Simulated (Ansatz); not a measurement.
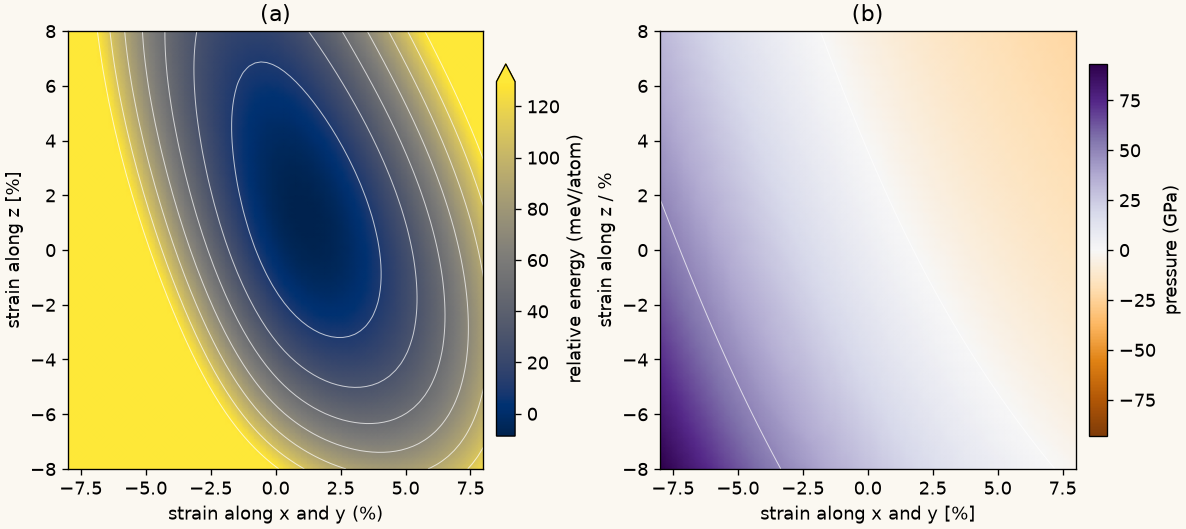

AlCo (Pm-3m, No. 221; 2 atoms in the cell). The cell is strained homogeneously, by one strain along x and y and another along z, with fractional coordinates fixed (x, y and z along the cube axes). The first coordinate is: strain along x and y; the second: strain along z. The scan uses a 5 × 5 grid. Energies are in meV/atom, from the unstrained cell. The reference cell is the one listed in the database, not relaxed at this level. The calculation used DFT PBE, scalar-relativistic, plane waves, PAW (Ansatz 0.2.0). Settings: cutoff 420 eV, k-mesh 16×16×16, gaussian smearing 0.15 eV, spin-polarised.

Panel (a) is the energy and panel (b) the computed pressure on the same grid.

The picture shows a smooth colour map with a few white contour lines, one colour for all values above the top of the scale. Between grid points the surface is interpolated.

> How does the pressure vary over the map, and what is it at the lowest grid point?

It runs from −23 GPa at strain along x and y = 8 %, strain along z = 8 % to 93 GPa at strain along x and y = −8 %, strain along z = −8 %. At the lowest grid point, strain along x and y = 0 %, strain along z = 4 %, it is −1 GPa.
